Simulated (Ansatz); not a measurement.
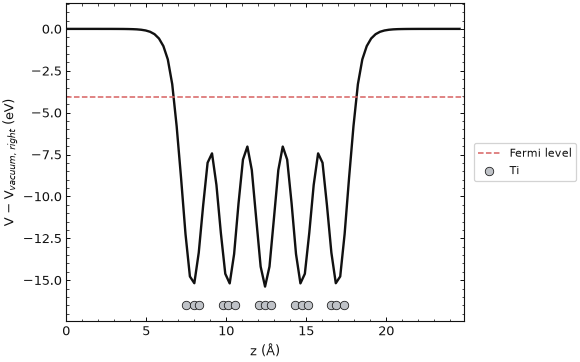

Plane-averaged electrostatic potential energy of an electron across the slab; circles at the bottom mark the heights of the atoms (positions after relaxation).

The material is a (101) slab cut from Ti (P6/mmm), 15 atoms in the cell.

Level of theory: DFT PBEsol, scalar-relativistic, plane waves, PAW, no spin polarisation, 9×7×1 k mesh, Gaussian smearing of 0.1 eV; code Ansatz.

**Read off the work function of each face.**

The work function is 4.05 eV, the same on both faces. The two vacuum levels agree, so the slab has no net dipole along its normal.

**How thick are slab and vacuum?**

The outermost atoms are 9.9 Å apart, which leaves 15.0 Å of vacuum in a cell 24.9 Å high.
